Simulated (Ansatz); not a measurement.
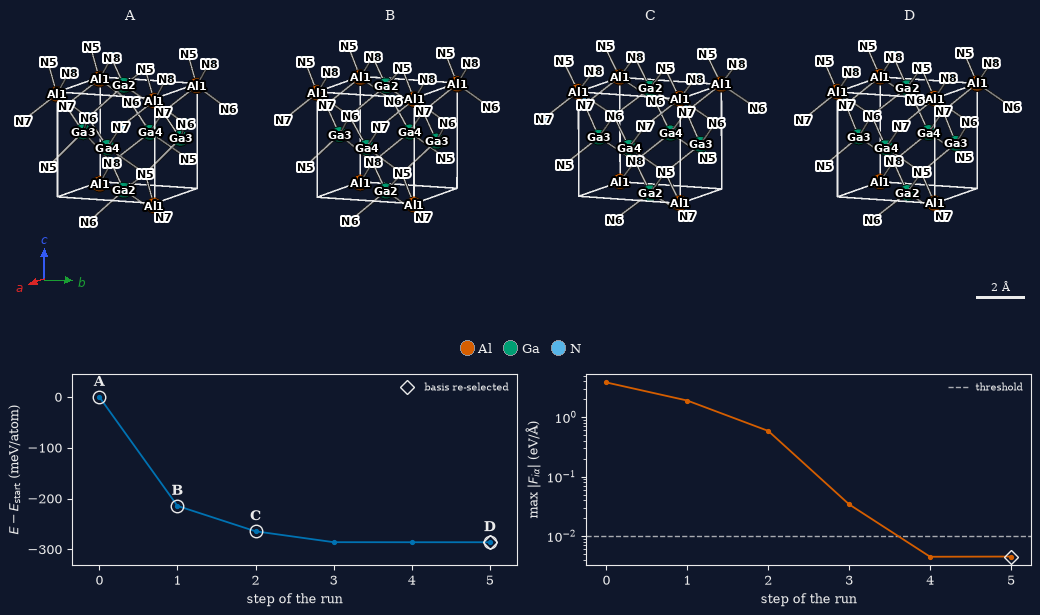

Frames of a relaxation of solid AlGa₃N₄ (set up in P1), marked on the history of the run. A ball-and-stick model of the cell of the calculation, seen slightly off an axis.

Case: all atoms moved at random, sigma 0.1 Å for each component; relaxed back.

All numbers below come from DFT r2SCAN, scalar-relativistic, plane waves, PAW (Ansatz 0.2.0). Set-up: plane-wave cutoff 500 eV; k-point mesh 6 × 6 × 6; occupations gaussian; smearing width 0.05 eV; no spin polarisation; cell and atoms relaxed; force threshold 0.01 eV/Å; at most 80 steps.

**What happens along the run?**

Ga3 moves most relative to the cell: 0.30 Å along [0 −1 −1]. By element the largest moves are Ga 0.30 Å, N 0.23 Å, Al 0.10 Å. The drawn cell changes at constant volume: a 4.465 → 4.464 Å (0.0 %), b unchanged at 4.465 Å, c 4.465 → 4.466 Å (0.0 %). Near-neighbour distances that change, for instance: Al1–N8 1.716 → 1.892 Å, Ga2–N7 2.123 → 1.948 Å, Ga2–N6 2.111 → 1.947 Å, Ga3–N6 1.793 → 1.947 Å. Bond angles that change, for instance: N6–Ga3–N8 129.7° → 111.8°, N5–Ga3–N8 91.1° → 108.3°, Ga2–N6–Ga3 91.9° → 108.3°. The space group (tolerance 0.01 Å) goes from P1 (No. 1) to P-43m (No. 215). Over 4 accepted moves (5 points after the start) the energy falls by 286 meV per atom. The largest force component goes from 3.8 to 0.0045 eV/Å. Pressure: 4.46 GPa at the start and 0.06 GPa at the end. The SCF was repeated once at an unchanged geometry on a basis and grid sized afresh for the cell, which shifted the energy by less than 0.05 meV per atom at most. From step 0 to 1: Ga3 moves most (0.20 Å), volume +0.6 %, energy −214 meV per atom. From step 1 to 2: N8 moves most (0.15 Å), volume +1.0 %, energy −50.0 meV per atom. From step 2 to 5: N8 moves most (0.04 Å), volume −1.6 %, energy −21.5 meV per atom.

| step | E − E(0), meV/atom | largest force component, eV/Å | pressure, GPa | volume, Å³/atom | note |
| --- | --- | --- | --- | --- | --- |
| 0 | 0.00 | 3.8462 | 4.46 | 11.129 |  |
| 1 | -214.37 | 1.9082 | 0.68 | 11.195 |  |
| 2 | -264.39 | 0.5886 | -3.10 | 11.304 |  |
| 3 | -285.81 | 0.0342 | -0.11 | 11.136 |  |
| 4 | -285.92 | 0.0045 | 0.05 | 11.127 |  |
| 5 | -285.91 | 0.0045 | 0.06 | 11.127 | same geometry, new basis |
